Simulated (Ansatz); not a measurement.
**Al3GaN4: a changed input and its effect**

System: Al3GaN4 (8 atoms in the cell).
Method of run A: DFT PBEsol, scalar-relativistic, plane waves, PAW, no spin polarisation (Ansatz 0.2.0).

The structure derives from a Materials Project entry. Text and figures count atoms from 1; the logs count them from 0 in places.

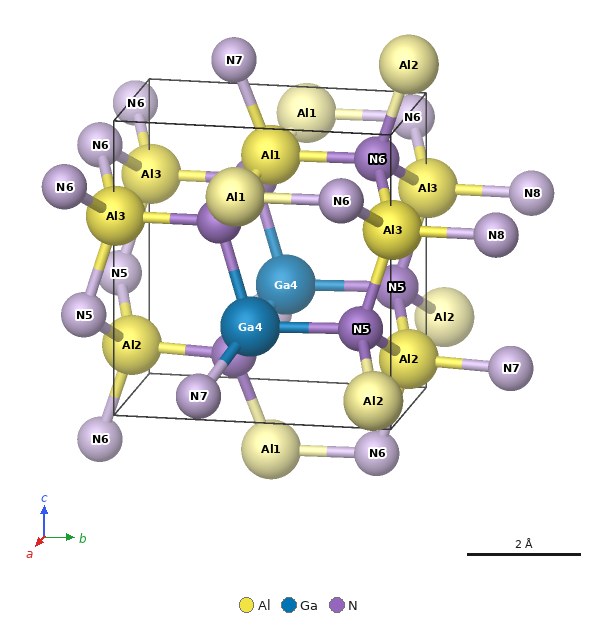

Fig. 1: The structure (ball-and-stick view of the cell of the calculation, set on other vectors, seen slightly off an axis; neighbours outside the cell are drawn fainter; atoms are numbered from 1 in the order of the input). An atom can appear more than once, as a periodic image.

## Input file, run A
```yaml
crystal:
  lattice:
    - [5.0434079713, 0.0, 0.0001149907]
    - [0.0, 3.1300738974, 0.0]
    - [-0.0032362569, 0.0, 5.4179919474]
  atoms:
    - { symbol: Al, position: [0.5002300423, 0.5322995178, 0.1673295664] }
    - { symbol: Al, position: [0.0009207036, 0.518677768, 0.8348055932] }
    - { symbol: Al, position: [0.001088065, 0.063896255, 0.3316926342] }
    - { symbol: Ga, position: [0.4994217138, -0.0580790146, 0.6662009016] }
    - { symbol: "N", position: [0.1111724737, 0.0173728192, 0.6663292503] }
    - { symbol: "N", position: [0.1224543238, 0.5607019687, 0.1671578647] }
    - { symbol: "N", position: [0.6251234799, 0.4589530132, 0.8401923551] }
    - { symbol: "N", position: [0.6231881979, 0.0307938795, 0.3262928345] }
basis:
  ecutwfc: 420
kpoints:
  mp_grid: { grid: [6, 8, 4] }
hamiltonian:
  xc: pbesol
scf:
  occupations: { method: gaussian, width: 0.05 }
output:
  forces: true
  stress: true
  eigenvalues: true
```

Command:
```bash
ansatz run input.yaml --threads 2 --pin off --max-ram 5120MiB --backend cpu --events-out ev --progress --plain --runs-dir out
```

Hardware: 2 threads of AMD EPYC (Zen 5), 32 GiB of memory available, shared host.

## Output, shortened to warnings, some set-up lines, iterations and results (run A)
```
Basis set: ecut = 420 eV, 1681 PW (Γ), exchange–correlation on 72×48×80 points (8 copies of the dense FFT grid, shifted against one another)
Symmetry: 1 space group operations
k-points: 100 of 192 (time reversal used)
Initial density: superposition of atomic densities (neutral atoms: chi_scale 0, normalization atom), corrected by the library's trained network
[...]
SCF iter   1: F=—  HF=-6840.466803 eV  |F-HF|=—  |Δ(HF+E_count)|=         —  Δρ=1.12e-2  dr2=1.12e-1  ethr=1.77e-3  ⟨swp⟩=6.6  Hψ=14433  notcnv=0  defer=9
SCF iter   2: F=—  HF=-6840.434886 eV  |F-HF|=—  |Δ(HF+E_count)|=   3.19e-2  Δρ=1.77e-3  dr2=2.71e-3  ethr=2.66e-4  ⟨swp⟩=2.5  Hψ=5514  notcnv=0  defer=322
SCF iter   3: F=—  HF=-6840.434480 eV  |F-HF|=—  |Δ(HF+E_count)|=   4.06e-4  Δρ=9.29e-4  dr2=7.39e-4  ethr=6.45e-6  ⟨swp⟩=1.5  Hψ=3175  notcnv=0  defer=222
SCF iter   4: F=—  HF=-6840.434358 eV  |F-HF|=—  |Δ(HF+E_count)|=   1.22e-4  Δρ=2.27e-4  dr2=4.27e-5  ethr=1.76e-6  ⟨swp⟩=2.3  Hψ=4292  notcnv=0  defer=222
SCF iter   5: F=—  HF=-6840.434165 eV  |F-HF|=—  |Δ(HF+E_count)|=   1.94e-4  Δρ=9.55e-5  dr2=6.77e-6  ethr=1.02e-7  ⟨swp⟩=2.0  Hψ=4670  notcnv=0  defer=222
SCF iter   6: F=—  HF=-6840.434165 eV  |F-HF|=—  |Δ(HF+E_count)|=   1.01e-7  Δρ=3.04e-5  dr2=9.63e-7  ethr=1.61e-8  ⟨swp⟩=2.0  Hψ=4386  notcnv=0  defer=222
SCF iter   7: F=-6840.434164 eV  HF=-6840.434164 eV  |F-HF|=2.31e-8  |Δ(HF+E_count)|=   2.04e-7  Δρ=8.36e-6  dr2=6.37e-8  ethr=2.38e-10  ⟨swp⟩=7.7  Hψ=13717  notcnv=0
SCF 1 converged in 7 iterations: F = -6840.434164 eV  dr2 = 6.37e-8
SCF converged after 7 iterations
Free energy (F): -6840.434164 eV
Harris-Foulkes:  -6840.434164 eV  (|F-HF|=2.31e-8)
Internal energy: -6840.434164 eV  (E = F + TS)
E sigma→0 (E₀):  -6840.434164 eV
Fermi energy:    9.408195 eV
--- Per-component energies (eV) ---
  E_band       = 22.696391
  E_kinetic    = 722.111998
  E_local      = -3159.309165  (includes V_loc(G=0)·N_el)
  E_nonlocal   = 642.368951
  E_hartree    = 1390.210650
  E_xc         = -429.558018
  E_vxc        = -456.007789  (∫ρ·V_xc dr)
  E_paw        = -3809.063173  (= ΣΔE_a)
  E_vpaw       = -506.881959  (= ΣTr[D̂ρ^β])
  E_aug_tail   = 0.000293  (compensation charges beyond the density's cutoff)
  E_ewald      = -2198.228490
  E_core_change = 1.032790  (= ΣΔE_core)
  E_smearing   = -0.000000  (= −TS)
  E_closure    = -0.000000  (closes the sum)
  Σ components = -6840.434164   (vs F -6840.434164, Δ=0.00e0)
--- Forces (eV/Å), atoms counted from 1 ---
  atom   1  Al     0.00859959    -0.28938633    -0.09586181
  atom   2  Al    -0.04004213    -0.16559860     0.06466051
  atom   3  Al    -0.00964250    -0.59010424     0.07710845
  atom   4  Ga    -0.09697730     1.38312034    -0.25656775
  atom   5  N      0.09001302    -0.09045896    -0.05779540
  atom   6  N      0.00678260    -0.29519738    -0.07170382
  atom   7  N      0.07296672     0.20939500     0.19575998
  atom   8  N     -0.03168102    -0.16176742     0.14441576
  max |Σ_I F_I| component: 1.90e-5 eV/Å
--- Stress (GPa, compression-positive) ---
       -0.489892      -0.644490       0.264560
       -0.644473      -1.163961      -0.518643
        0.264539      -0.518605       0.050423
  P = ⅓ Tr σ = -0.5345 GPa (-5.345 kbar)
```

The input of run B differs as follows (lines with − go, lines with + come):
```diff
-    - { symbol: Al, position: [0.5002300423, 0.5322995178, 0.1673295664] }
-    - { symbol: Al, position: [0.0009207036, 0.518677768, 0.8348055932] }
-    - { symbol: Al, position: [0.001088065, 0.063896255, 0.3316926342] }
-    - { symbol: Ga, position: [0.4994217138, -0.0580790146, 0.6662009016] }
-    - { symbol: "N", position: [0.1111724737, 0.0173728192, 0.6663292503] }
-    - { symbol: "N", position: [0.1224543238, 0.5607019687, 0.1671578647] }
-    - { symbol: "N", position: [0.6251234799, 0.4589530132, 0.8401923551] }
-    - { symbol: "N", position: [0.6231881979, 0.0307938795, 0.3262928345] }
+    - { symbol: Al, position: [0.5002300423, 0.5161497589, 0.1673295664] }
+    - { symbol: Al, position: [0.0009207036, 0.509338884, 0.8348055932] }
+    - { symbol: Al, position: [0.001088065, 0.0319481275, 0.3316926342] }
+    - { symbol: Ga, position: [0.4994217138, -0.0290395073, 0.6662009016] }
+    - { symbol: "N", position: [0.1111724737, 0.0086864096, 0.6663292503] }
+    - { symbol: "N", position: [0.1224543238, 0.5303509844, 0.1671578647] }
+    - { symbol: "N", position: [0.6251234799, 0.4794765066, 0.8401923551] }
+    - { symbol: "N", position: [0.6231881979, 0.0153969398, 0.3262928345] }
```

Predict how the results change.

With the same functional and potentials, run B lies 23.8 meV per atom lower. The gap on the mesh goes from 3.33 to 3.44 eV. The pressure goes from −0.53 to −0.12 GPa. The largest force goes from 1.410 to 0.688 eV/Å. The number of SCF iterations is the same.

## Output, shortened to warnings, some set-up lines, iterations and results (run B)
```
Basis set: ecut = 420 eV, 1681 PW (Γ), exchange–correlation on 72×48×80 points (8 copies of the dense FFT grid, shifted against one another)
Symmetry: 1 space group operations
k-points: 100 of 192 (time reversal used)
Initial density: superposition of atomic densities (neutral atoms: chi_scale 0, normalization atom), corrected by the library's trained network
[...]
SCF iter   1: F=—  HF=-6840.657149 eV  |F-HF|=—  |Δ(HF+E_count)|=         —  Δρ=1.11e-2  dr2=1.10e-1  ethr=1.77e-3  ⟨swp⟩=6.5  Hψ=14389  notcnv=0  defer=17
SCF iter   2: F=—  HF=-6840.625521 eV  |F-HF|=—  |Δ(HF+E_count)|=   3.16e-2  Δρ=1.76e-3  dr2=2.78e-3  ethr=2.63e-4  ⟨swp⟩=2.5  Hψ=5484  notcnv=0  defer=315
SCF iter   3: F=—  HF=-6840.625089 eV  |F-HF|=—  |Δ(HF+E_count)|=   4.32e-4  Δρ=9.21e-4  dr2=7.57e-4  ethr=6.61e-6  ⟨swp⟩=1.6  Hψ=3299  notcnv=0  defer=215
SCF iter   4: F=—  HF=-6840.624958 eV  |F-HF|=—  |Δ(HF+E_count)|=   1.32e-4  Δρ=2.12e-4  dr2=3.71e-5  ethr=1.80e-6  ⟨swp⟩=2.6  Hψ=4523  notcnv=0  defer=215
SCF iter   5: F=—  HF=-6840.624768 eV  |F-HF|=—  |Δ(HF+E_count)|=   1.90e-4  Δρ=9.65e-5  dr2=7.08e-6  ethr=8.83e-8  ⟨swp⟩=2.0  Hψ=4675  notcnv=0  defer=215
SCF iter   6: F=—  HF=-6840.624768 eV  |F-HF|=—  |Δ(HF+E_count)|=   3.85e-8  Δρ=2.91e-5  dr2=8.93e-7  ethr=1.69e-8  ⟨swp⟩=2.1  Hψ=4546  notcnv=0  defer=215
SCF iter   7: F=-6840.624768 eV  HF=-6840.624768 eV  |F-HF|=2.80e-8  |Δ(HF+E_count)|=   1.59e-7  Δρ=8.57e-6  dr2=6.78e-8  ethr=2.38e-10  ⟨swp⟩=7.7  Hψ=13433  notcnv=0
SCF 1 converged in 7 iterations: F = -6840.624768 eV  dr2 = 6.78e-8
SCF converged after 7 iterations
Free energy (F): -6840.624768 eV
Harris-Foulkes:  -6840.624768 eV  (|F-HF|=2.80e-8)
Internal energy: -6840.624768 eV  (E = F + TS)
E sigma→0 (E₀):  -6840.624768 eV
Fermi energy:    9.413192 eV
--- Per-component energies (eV) ---
  E_band       = 22.560882
  E_kinetic    = 722.671632
  E_local      = -3165.544503  (includes V_loc(G=0)·N_el)
  E_nonlocal   = 642.504437
  E_hartree    = 1393.120859
  E_xc         = -429.687823
  E_vxc        = -456.177213  (∫ρ·V_xc dr)
  E_paw        = -3809.251261  (= ΣΔE_a)
  E_vpaw       = -507.128101  (= ΣTr[D̂ρ^β])
  E_aug_tail   = 0.000309  (compensation charges beyond the density's cutoff)
  E_ewald      = -2195.471209
  E_core_change = 1.032790  (= ΣΔE_core)
  E_smearing   = -0.000000  (= −TS)
  E_closure    = -0.000000  (closes the sum)
  Σ components = -6840.624768   (vs F -6840.624768, Δ=0.00e0)
--- Forces (eV/Å), atoms counted from 1 ---
  atom   1  Al     0.00557556    -0.14648127    -0.02346152
  atom   2  Al    -0.00949679    -0.08416756     0.01866967
  atom   3  Al    -0.00223247    -0.29160474     0.01888569
  atom   4  Ga    -0.02553165     0.68446042    -0.06702229
  atom   5  N      0.02424671    -0.04194803    -0.01556946
  atom   6  N     -0.00012086    -0.14441963    -0.01921931
  atom   7  N      0.01690153     0.09936251     0.04976477
  atom   8  N     -0.00932083    -0.07519717     0.03797185
  max |Σ_I F_I| component: 2.12e-5 eV/Å
--- Stress (GPa, compression-positive) ---
       -0.113403      -0.322197       0.064955
       -0.322187      -0.261344      -0.264216
        0.064934      -0.264198       0.009630
  P = ⅓ Tr σ = -0.1217 GPa (-1.217 kbar)
```

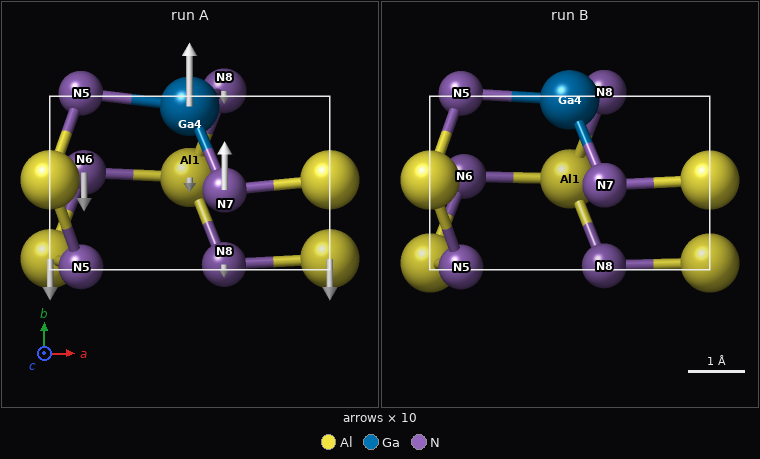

Fig. 2: The two input geometries at one scale (ball-and-stick view of the cell of the calculation, along the c axis). The white arrows on the first give the shifts of the atoms relative to the cell, with their mean removed, magnified 10 times. The largest move is that of the Ga atom, 0.12 Å. Largest moves by element: Ga 0.12 Å, N 0.09 Å, Al 0.08 Å. (The mean shift of all atoms is removed.) The cell doesn't change. Among the contacts that change: Ga–N 1.977 → 1.955 Å, Ga–N 1.891 → 1.912 Å, Al–N 1.895 → 1.885 Å.

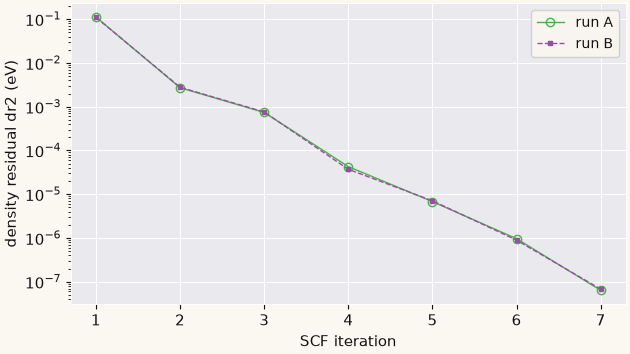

Fig. 3: Convergence of the two runs: density residual dr2 against the SCF iteration. Run A takes 7 iterations in all, and run B takes 7.

## The two runs side by side

| quantity | run A | run B |
| --- | --- | --- |
| outcome | converged | converged |
| free energy per atom (eV) | −855.0543 | −855.0781 |
| gap on the mesh (eV) | 3.33 | 3.44 |
| pressure (GPa) | −0.53 | −0.12 |
| largest force (eV/Å) | 1.410 | 0.688 |
| SCF iterations | 7 | 7 |
| irreducible k-points | 100 | 100 |
| plane waves at Γ | 1681 | 1681 |
| wall time (shared host) | 3.5 s | 3.5 s |
